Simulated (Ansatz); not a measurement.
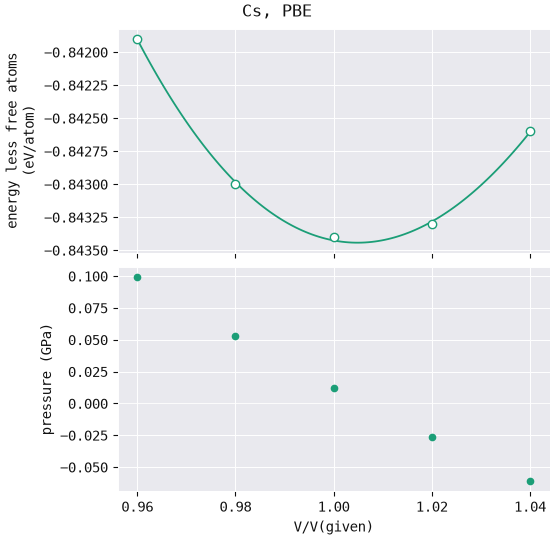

The plot gives the computed energy less free atoms and pressure against V/V(given) for Cs, space group P6_3/mmc (No. 194).

Cell as given: a = 5.504 Å, b = 5.504 Å, c = 8.908 Å, α = 90.00°, β = 90.00°, γ = 120.00°; 2 atoms.

Computed with Ansatz 0.2.0: periodic Kohn-Sham DFT of a crystal at fixed atoms, scaled to the stated factor times the given cell; pressure positive in compression, energy less spherical unpolarised free atoms. Level: PBE.

method all-electron LAPW; relativity scalar; k mesh 12×12×6; occupations Fermi–Dirac; smearing width 0.05 eV; basis error target 1 (meV/atom); nucleus Gaussian.

V(given) is 116.85 Å³/atom.

The numbers behind the figure:

```json
{"V/V(given)": "0.96", "energy less free atoms (eV/atom)": "-0.8419", "pressure (GPa)": "0.099"}
{"V/V(given)": "0.98", "energy less free atoms (eV/atom)": "-0.8430", "pressure (GPa)": "0.053"}
{"V/V(given)": "1.00", "energy less free atoms (eV/atom)": "-0.8434", "pressure (GPa)": "0.012"}
{"V/V(given)": "1.02", "energy less free atoms (eV/atom)": "-0.8433", "pressure (GPa)": "-0.026"}
{"V/V(given)": "1.04", "energy less free atoms (eV/atom)": "-0.8426", "pressure (GPa)": "-0.061"}
```

Limits of the calculation: no spin-orbit coupling on heavy atoms; shape and atomic fractions are frozen while scaling, which makes layered, chain and framework solids too stiff.
